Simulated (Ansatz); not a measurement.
System: AlCu3.

The calculation's input:

```
crystal:
  lattice:
    - [4.1142099847, 2.3753402255, 0.8651720458]
    - [-4.1142099847, 2.3753402255, 0.8651720458]
    - [0.0, -4.750680501, 0.8651719085]
  atoms:
    - { symbol: Al, position: [0.0, 0.0, 0.0] }
    - { symbol: Cu, position: [0.5, 0.5, 0.0] }
    - { symbol: Cu, position: [0.0, 0.5, 0.5] }
    - { symbol: Cu, position: [0.5, 0.0, 0.5] }
basis:
  ecutwfc: 500
kpoints:
  mp_grid: { grid: [18, 18, 18] }
  band_path:
    path:
      - [[0.0, 0.0, 0.0], [0.5, 0.0, 0.0], [0.5, -0.5, 0.5], [0.18877734, -0.81122266, 0.18877734]]
      - [[0.18877734, 0.18877734, 0.18877734], [0.0, 0.0, 0.0], [0.5, -0.5, 0.0]]
    npoints: 14
hamiltonian:
  xc: r2scan
scf:
  occupations: { method: gaussian, width: 0.1 }
  n_extra_bands: 10
output:
  forces: true
  stress: true
  eigenvalues: true
  populations: true
  dos: { projected: true, de: 0.02, nscf_kmesh: { grid: [22, 22, 22] } }
  bader: true
  write_density: true
  write_potential: true
  elf: true
  volumetric_format: npy
```

Launched as:

```sh
ansatz run input.yaml --threads 1 --pin off --max-ram 3072MiB --backend cpu --events-out ev --progress --plain --runs-dir out
```

Below, planes, directions and counts refer to the conventional cell (a = 8.23 Å, b = 8.23 Å, c = 2.60 Å, α = 90.00°, β = 90.00°, γ = 120.00°).

Space group R-3m; a structure generated by program, which may or may not match a known phase; computed pressure about −5 GPa in this cell; computed without spin polarisation.

Computed with DFT r2SCAN, scalar-relativistic, plane waves, PAW (Ansatz).

Q: What can the converged valence pseudo-density and electron localisation function tell about the bonding?

A: Al–Cu (2.53 Å): ρ is about 0.27 e/Å³ halfway; the ELF is about 0.40 at the midpoint.
Bader's partition of the density gives Al +1.11 and Cu −0.37 e.

Q: Does the calculation make it a metal, or give it a gap?

A: It is metallic or semimetallic at this level of theory: no gap opens.

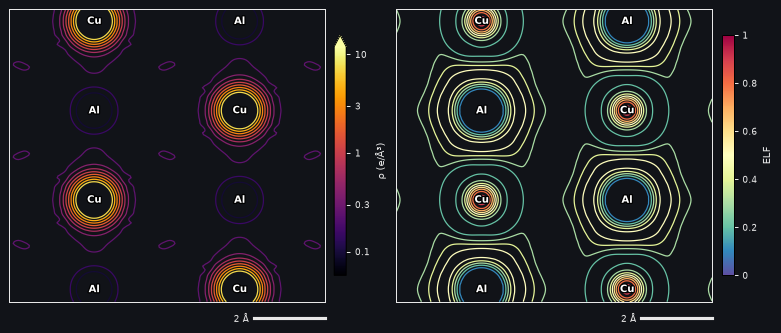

Computed valence pseudo-density and electron localisation function on the (011̄) plane of the conventional cell, in this order. 

The density is the valence pseudo-density of a PAW calculation; it isn't the true density close to the nuclei.
